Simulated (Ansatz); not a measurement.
**GaP: density, localisation and related maps**

Input file:

```
crystal:
  lattice:
    - [0.0, 2.413706, 2.413706]
    - [2.413706, 0.0, 2.413706]
    - [2.413706, 2.413706, 0.0]
  atoms:
    - { symbol: Ga, position: [0.0, 0.0, 0.0] }
    - { symbol: P, position: [0.5, 0.5, 0.5] }
kpoints:
  mp_grid: { grid: [8, 8, 8] }
hamiltonian:
  xc: pbe
scf:
  occupations: { method: fermi_dirac, width: 0.02 }
relax:
  f_tol: 0.005
  cell: {}
output:
  write_density: true
  write_potential: true
  elf: true
  volumetric_format: npy
```

Launched as:

```sh
ansatz run input.yaml --threads 2 --pin off --max-ram 2211MiB --backend cpu --events-out ev --progress --plain --runs-dir out
```

Below, planes, directions and counts refer to the conventional cell (a = 5.16 Å, b = 5.16 Å, c = 5.16 Å, α = 90.00°, β = 90.00°, γ = 90.00°).

The fields are those of the run's last geometry, not of the input's.

Space group Fm-3m; started from the rocksalt prototype, which need not be the ambient phase.

The calculation used DFT, PBE, plane waves, PAW (Ansatz).

In a PAW calculation such maps are meaningful between the atoms, not at the nuclei.

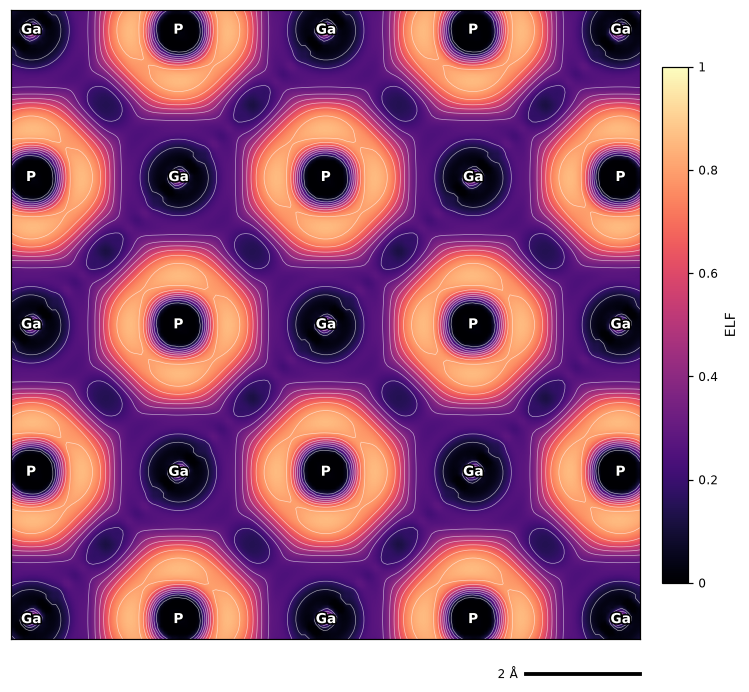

Figure 1. ELF on the (001) plane of the conventional cell.

### Interpret the plot.

The plane passes through Ga and P nuclei. Ga–P (2.58 Å): the ELF peaks at about 0.85 in the valence shell of P, 0.9 Å from its nucleus, and is about 0.60 at the midpoint. The features right at Ga lie inside the PAW spheres, where the map follows smoothed inner orbitals and isn't to be read closely.

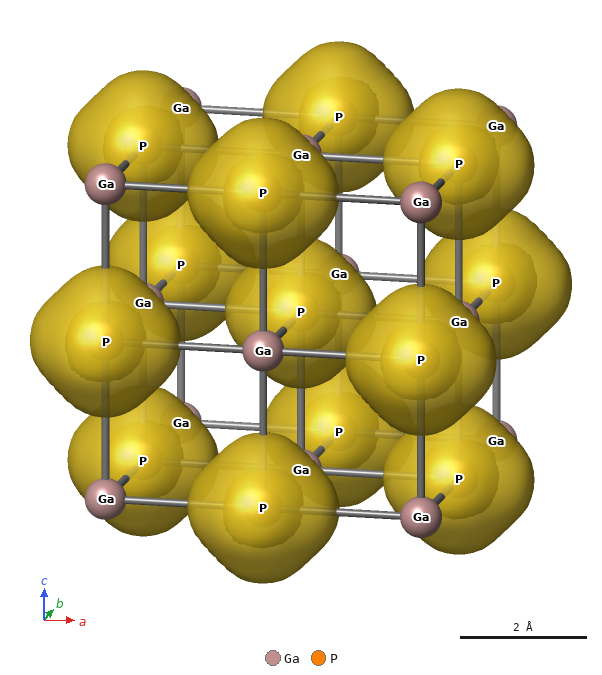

Figure 2. Isosurface of the ELF at 0.7 (yellow), seen slightly off an axis. Only the valence region is drawn (cores and ρ < 0.01 e/Å³ removed). Sticks mark near contacts.

### Where are the electrons localised?

The ELF exceeds this value in four regions wrapped around P (the valence shell of each), counted in one cell of 8 atoms. Any copies at cell faces, edges or corners count once.
